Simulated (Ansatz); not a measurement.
# Run report: ZrO2, geometry relaxation (part 2 of 2)

The same run, continued: ZrO2 (P4₂/nmc, 6 atoms in the cell); DFT r2SCAN, scalar-relativistic, plane waves, PAW, no spin polarisation (Ansatz 0.2.0); cutoff 500 eV, 6×6×6 k-mesh, Gaussian smearing of 0.02 eV. The structure derives from a Materials Project entry. It belongs to a series of runs on one base structure; here: relaxed at 1 GPa.

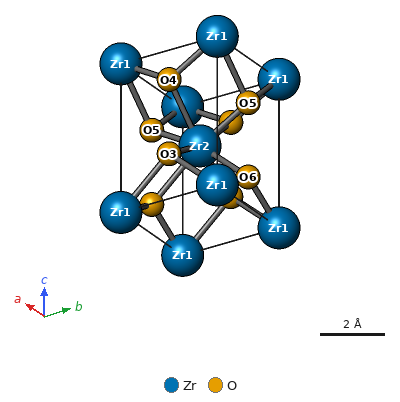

Fig. 1: The geometry at step 4 of the log (ball-and-stick view of the cell of the calculation, seen at an oblique angle; atoms are numbered from 1 in the order of the input).

```
basis re-selected at this cell: Δ(F+E_penalty+E_count) = -2.252e-4 eV, ΔP = -0.002 GPa vs the last step (what re-selecting the basis moved, of the pressure what is left beyond the Pulay correction that the steps carried, after the strain that the cell walked since its last selection, with what the two solves' SCF thresholds leave and, on support functions, any second-order correction that the steps lacked; it is no measure of the basis error at this ecutwfc). This SCF's stress stands 5.70e-2 GPa from its target on what of the cell is left free (relax.cell.stress_tol is 8.00e-2 GPa) and its largest allowed force component is 7.18e-4 eV/Å (relax.f_tol is 8.00e-3 eV/Å): within both
SCF converged after 5 iterations
Free energy (F): -10676.294675 eV
Harris-Foulkes:  -10676.294675 eV  (|F-HF|=6.00e-11)
Internal energy: -10676.294675 eV  (E = F + TS)
E sigma→0 (E₀):  -10676.294675 eV
Fermi energy:    13.131031 eV
--- Per-component energies (eV) ---
  E_band       = -181.721067
  E_kinetic    = 1378.931617
  E_local      = -2343.410525  (includes V_loc(G=0)·N_el)
  E_nonlocal   = 339.308857
  E_hartree    = 775.066297
  E_xc         = -611.156737
  E_vxc        = -852.710571  (∫ρ·V_xc dr)
  E_paw        = -6579.275910  (= ΣΔE_a)
  E_vpaw       = -305.783325  (= ΣTr[D̂ρ^β])
  E_aug_tail   = 0.004108  (compensation charges beyond the density's cutoff)
  E_vtau       = 51.806150  (kinetic-family band-sum trace: ∫τ·v_τ [+ j·A + Jᵃ·Aᵃ] dr)
  E_ewald      = -3635.305135
  E_core_change = -0.457247  (= ΣΔE_core)
  E_smearing   = -0.000000  (= −TS)
  E_closure    = -0.000000  (closes the sum)
  Σ components = -10676.294675   (vs F -10676.294675, Δ=0.00e0)
--- Forces (eV/Å), atoms counted from 1 ---
  atom   1  Zr     0.00000000     0.00000000    -0.00000000
  atom   2  Zr    -0.00000000     0.00000000     0.00000000
  atom   3  O      0.00000000     0.00000000    -0.00071804
  atom   4  O     -0.00000000     0.00000000    -0.00071804
  atom   5  O      0.00000000     0.00000000     0.00071804
  atom   6  O     -0.00000000     0.00000000     0.00071804
  max |Σ_I F_I| component: 6.94e-18 eV/Å
--- Stress (GPa, compression-positive) ---
        0.983244       0.000000      -0.000000
        0.000000       0.983244       0.000000
       -0.000000       0.000000       1.057040
  P = ⅓ Tr σ = 1.0078 GPa (10.078 kbar)
--- Band table (eV; the first three rows and the last of 40) ---
  k-point 0: bands = ["-38.0360", "-37.9809", "-15.9249", "-15.3339", "-15.3339", "-15.2302", "-15.1846", "-15.1846", "-7.6885", "-6.4902", "-5.8099", "-5.5702", "5.9207", "6.1434", "6.3146", "6.3146", "8.3854", "8.3854", "9.5245", "9.5245", "10.1567", "10.6878", "10.7264", "10.7264", "15.4423", "15.9455", "16.6449", "16.6836", "18.0655", "18.4277"]
  k-point 1: bands = ["-38.0323", "-37.9846", "-15.8842", "-15.3241", "-15.3241", "-15.2840", "-15.1947", "-15.1947", "-7.5685", "-6.4339", "-5.9540", "-5.6309", "6.1389", "6.3929", "6.3929", "6.4018", "8.0707", "8.0707", "9.7523", "9.7864", "9.7864", "10.2792", "10.7474", "10.7474", "15.5112", "16.0566", "16.5494", "16.6934", "18.4051", "18.8102"]
  k-point 2: bands = ["-38.0222", "-37.9947", "-15.7693", "-15.4243", "-15.2971", "-15.2971", "-15.2221", "-15.2221", "-7.2406", "-6.3188", "-6.2755", "-5.8085", "6.6231", "6.6231", "6.7664", "7.1165", "7.5320", "7.5320", "8.7973", "9.2976", "10.1464", "10.1464", "10.7898", "10.7898", "15.7063", "16.3021", "16.3311", "16.7135", "19.1575", "19.6434"]
  k-point 39: bands = ["-37.9725", "-37.9725", "-15.7410", "-15.7410", "-15.7410", "-15.7410", "-15.3581", "-15.3581", "-5.9044", "-5.9044", "-5.9044", "-5.9044", "6.5764", "6.5764", "6.9433", "6.9433", "9.0286", "9.0286", "9.0286", "9.0286", "9.3776", "9.3776", "10.7683", "10.7683", "16.5430", "16.5430", "17.0547", "17.0547", "17.8717", "17.8717"]
--- Relaxed structure (5 steps of the walk, 5 accepted, 1 SCFs on fresh bases) ---
  F+E_penalty+E_count = -10676.29467455 eV   max|allowed force component| = 7.180e-4 eV/Å   (the final SCF, on the basis selected at the relaxed cell)
  cell:  # Å, volume = 67.4324 Å³
    - [3.596652113214917, 0.0, 0.0]
    - [0.0, 3.596652113214917, 0.0]
    - [0.0, 0.0, 5.212811621196488]
  atoms:
    - { symbol: Zr, position: [-6.427200689256234e-35, -5.5888701645706394e-36, -1.3870955916468297e-20] }
    - { symbol: Zr, position: [0.49999999999999994, 0.49999999999999994, 0.5] }
    - { symbol: O, position: [-1.0618853312684215e-35, 0.49999999999999994, 0.30194886618230726] }
    - { symbol: O, position: [6.818421600776181e-35, 0.49999999999999994, 0.8019488661823073] }
    - { symbol: O, position: [0.49999999999999994, 1.1177740329141276e-36, 0.6980511338176926] }
    - { symbol: O, position: [0.49999999999999994, 1.1177740329141276e-36, 0.19805113381769268] }
```

Trajectory as extended XYZ (Å, eV, eV/Å), 6 frames, from step=1 to step=6
```
6
Lattice="3.5896 0.0000 0.0000 0.0000 3.5896 0.0000 0.0000 0.0000 5.2109" Properties=species:S:1:pos:R:3:forces:R:3 step=1 energy=-10676.29077 pressure_GPa=2.48
Zr    0.0000    0.0000    0.0000    0.0000   0.0000   0.0000
Zr    1.7948    1.7948    2.6054    0.0000   0.0000   0.0000
O     0.0000    1.7948    1.5800    0.0000   0.0000  -0.0543
O     0.0000    1.7948    4.1855    0.0000   0.0000  -0.0543
O     1.7948    0.0000    3.6309    0.0000   0.0000   0.0543
O     1.7948    0.0000    1.0254    0.0000   0.0000   0.0543
6
Lattice="3.5984 0.0000 0.0000 0.0000 3.5984 0.0000 0.0000 0.0000 5.2211" Properties=species:S:1:pos:R:3:forces:R:3 step=2 energy=-10676.29506 pressure_GPa=0.70
Zr    0.0000    0.0000    0.0000    0.0000   0.0000   0.0000
Zr    1.7992    1.7992    2.6105    0.0000   0.0000   0.0000
O     0.0000    1.7992    1.5824    0.0000   0.0000  -0.0145
O     0.0000    1.7992    4.1930    0.0000   0.0000  -0.0145
O     1.7992    0.0000    3.6387    0.0000   0.0000   0.0145
O     1.7992    0.0000    1.0281    0.0000   0.0000   0.0145
6
Lattice="3.5965 0.0000 0.0000 0.0000 3.5965 0.0000 0.0000 0.0000 5.2195" Properties=species:S:1:pos:R:3:forces:R:3 step=3 energy=-10676.29473 pressure_GPa=0.98
Zr    0.0000    0.0000    0.0000    0.0000   0.0000   0.0000
Zr    1.7982    1.7982    2.6097    0.0000   0.0000   0.0000
O     0.0000    1.7982    1.5806    0.0000   0.0000  -0.0140
O     0.0000    1.7982    4.1903    0.0000   0.0000  -0.0140
O     1.7982    0.0000    3.6389    0.0000   0.0000   0.0140
O     1.7982    0.0000    1.0292    0.0000   0.0000   0.0140
6
Lattice="3.5966 0.0000 0.0000 0.0000 3.5966 0.0000 0.0000 0.0000 5.2160" Properties=species:S:1:pos:R:3:forces:R:3 step=4 energy=-10676.29465 pressure_GPa=0.91
Zr    0.0000    0.0000    0.0000    0.0000   0.0000   0.0000
Zr    1.7983    1.7983    2.6080    0.0000   0.0000   0.0000
O     0.0000    1.7983    1.5756    0.0000   0.0000   0.0009
O     0.0000    1.7983    4.1836    0.0000   0.0000   0.0009
O     1.7983    0.0000    3.6403    0.0000   0.0000  -0.0009
O     1.7983    0.0000    1.0323    0.0000   0.0000  -0.0009
6
Lattice="3.5967 0.0000 0.0000 0.0000 3.5967 0.0000 0.0000 0.0000 5.2128" Properties=species:S:1:pos:R:3:forces:R:3 step=5 energy=-10676.29445 pressure_GPa=1.01
Zr    0.0000    0.0000    0.0000    0.0000   0.0000   0.0000
Zr    1.7983    1.7983    2.6064    0.0000   0.0000   0.0000
O     0.0000    1.7983    1.5740    0.0000   0.0000  -0.0007
O     0.0000    1.7983    4.1804    0.0000   0.0000  -0.0007
O     1.7983    0.0000    3.6388    0.0000   0.0000   0.0007
O     1.7983    0.0000    1.0324    0.0000   0.0000   0.0007
6
Lattice="3.5967 0.0000 0.0000 0.0000 3.5967 0.0000 0.0000 0.0000 5.2128" Properties=species:S:1:pos:R:3:forces:R:3 step=6 energy=-10676.29467 pressure_GPa=1.01
Zr    0.0000    0.0000    0.0000    0.0000   0.0000   0.0000
Zr    1.7983    1.7983    2.6064    0.0000   0.0000   0.0000
O     0.0000    1.7983    1.5740    0.0000   0.0000  -0.0007
O     0.0000    1.7983    4.1804    0.0000   0.0000  -0.0007
O     1.7983    0.0000    3.6388    0.0000   0.0000   0.0007
O     1.7983    0.0000    1.0324    0.0000   0.0000   0.0007
```

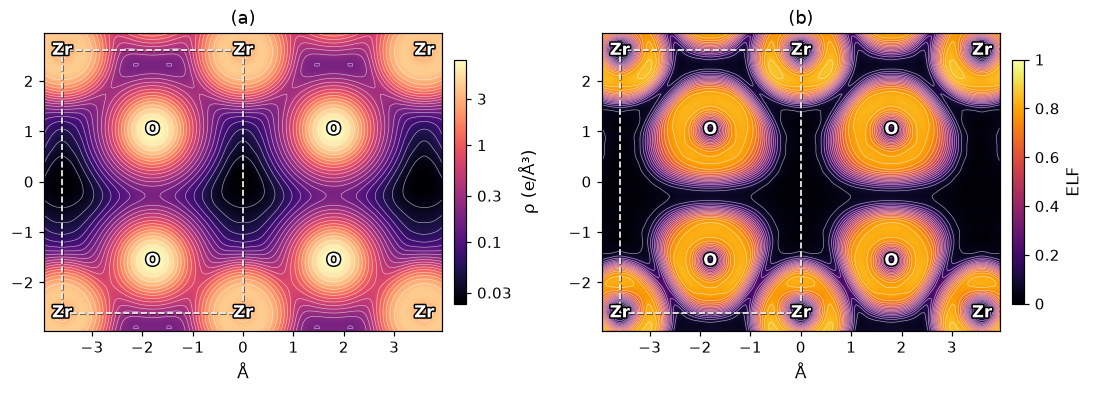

Fig. 2: (a) valence charge density (pseudo); (b) ELF on the (010) plane of the conventional cell. Zr–O (2.07 Å): ρ is about 0.72 e/Å³ halfway; the ELF peaks at about 0.85 in the valence shell of O, 0.6 Å from its nucleus, and drops to about 0.25 between the two atoms. Zr–O (2.39 Å): ρ is about 0.32 e/Å³ halfway; the ELF is about 0.10 at the midpoint, as expected for ionic bonding with no shared pair. Away from the nuclei the density in this plane falls to 0.02 e/Å³ at its lowest. The strong features right at Zr lie inside the PAW spheres (semicore, d or f shells) and say nothing about bonding. In a PAW calculation such maps are meaningful between the atoms, not at the nuclei.

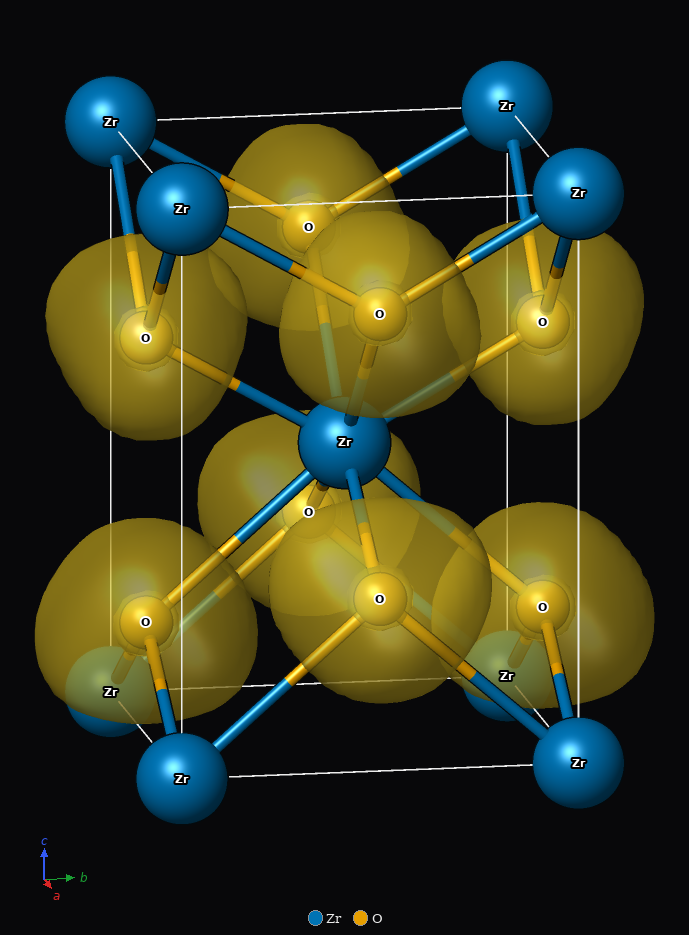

Fig. 3: Isosurface of the ELF at 0.6 (yellow), seen slightly off an axis. Only the valence region is drawn (cores and ρ < 0.01 e/Å³ removed). Sticks mark near contacts. The outline is the cell set on symmetry axes. Along the contacts the grid gives the following. Zr–O (2.07 Å): the ELF peaks at about 0.85 in the valence shell of O, 0.6 Å from its nucleus, and drops to about 0.25 between the two atoms. Zr–O (2.39 Å): the ELF is about 0.10 at the midpoint (ionic bonding with no shared pair).

The run was set up as follows.

Input file
```yaml
crystal:
  lattice:
    - [3.5895931849, 0.0, 0.0]
    - [0.0, 3.5895931849, 0.0]
    - [0.0, 0.0, 5.2108986048]
  atoms:
    - { symbol: Zr, position: [0.0, 0.0, 0.0] }
    - { symbol: Zr, position: [0.5, 0.5, 0.5] }
    - { symbol: O, position: [0.0, 0.5, 0.3032142033] }
    - { symbol: O, position: [0.0, 0.5, 0.8032142033] }
    - { symbol: O, position: [0.5, 0.0, 0.6967857967] }
    - { symbol: O, position: [0.5, 0.0, 0.1967857967] }
basis:
  ecutwfc: 500
kpoints:
  mp_grid: { grid: [6, 6, 6] }
hamiltonian:
  xc: r2scan
scf:
  occupations: { method: gaussian, width: 0.02 }
output:
  forces: true
  stress: true
  eigenvalues: true
  write_density: true
  write_potential: true
  elf: true
  volumetric_format: npy
relax:
  adjacent_minimum: "off"
  f_tol: 0.008
  max_steps: 50
  cell: { stress_tol: 0.08, p_target: 1.0 }
```

Launch command:
```bash
ansatz run input.yaml --threads 1 --pin off --max-ram 2560MiB --backend cpu --events-out ev --progress --plain --runs-dir out
```

Key numbers

- outcome: converged
- space group (tolerance 0.01 Å): P4₂/nmc (137)
- electrons treated: 48
- free energy: −10676.2947 eV
- Fermi energy: 13.131 eV
- gap on the k-point mesh: 4.62 eV
- pressure: 1.01 GPa
- final volume: 67.43 Å³
- largest force (length of the vector) at the end: 0.001 eV/Å
- final cell: a = 3.597 Å, b = 3.597 Å, c = 5.213 Å, α = 90.00°, β = 90.00°, γ = 90.00°
- hardware: 1 thread of Arm Neoverse V1, 24 GiB of memory available, shared host
- wall time: 79 s
- peak memory: 0.52 GiB
